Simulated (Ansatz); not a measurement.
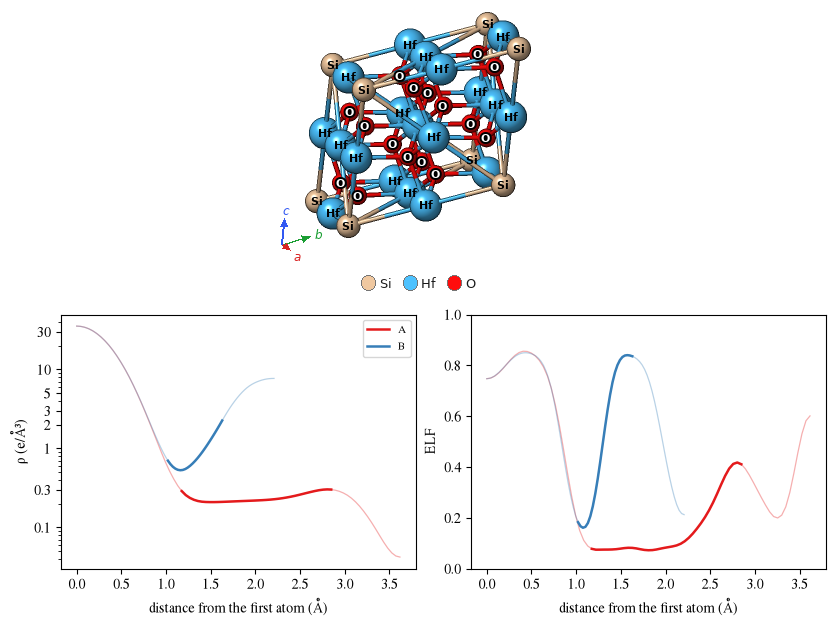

Hf₇SiO₁₆ (cell with a defect). Valence pseudo-density and electron localisation function along straight lines between neighbouring atoms. Thin, pale parts lie inside the atomic spheres. The structure is drawn too.

Computed pressure about −9 GPa in this cell.

These are results of DFT, PBE, plane-wave PAW, default files, scalar-relativistic in Ansatz 0.2.0, not measurements.

Core electrons are frozen (PAW), and the valence fields are smoothed inside the atomic spheres.

Which curve belongs to which contact (Hf–O and Hf–Si)? The first atom named is at distance zero.

Curve A: Hf–Si (3.62 Å): ρ is about 0.21 e/Å³ halfway; the ELF is about 0.05 at the midpoint; no shared electron pair shows on this line. Curve B: Hf–O (2.21 Å): ρ at the midpoint is about 0.55 e/Å³; the ELF peaks at about 0.85 in the valence shell of O, 0.6 Å from its nucleus, and drops to about 0.15 between the two atoms (no localised pair shows between them).
